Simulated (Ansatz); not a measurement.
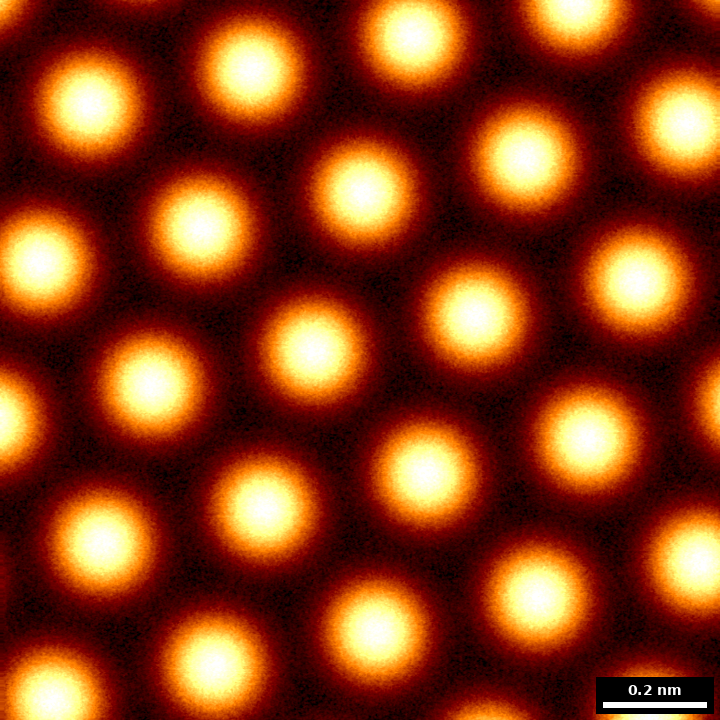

HAADF-like image of Lu (Im-3m, No. 229) along [111]. Simulation: incoherent imaging, intensity Z^1.7 per atom, probe width 1.30 Å, thin sample. The probe carries 25 % of its weight in a tail 2.5 times as wide. The display is stretched by a gamma of 0.65; percentages refer to the linear signal. Shot noise and a slight drift were added. Atomic positions: coordinates from a relaxation with Ansatz, DFT, revPBE, plane waves (420 eV) with PAW, scalar-relativistic; the starting structure was generated, so it need not be a known form of this composition.

Question: What can be read from this image?

Answer: The columns repeat on a hexagonal net with a repeat of 3.22 Å (plane group p6mm). All columns are alike (Lu). The shortest distance between visible columns is 3.22 Å in projection. Along the beam the structure repeats every 3.42 Å.
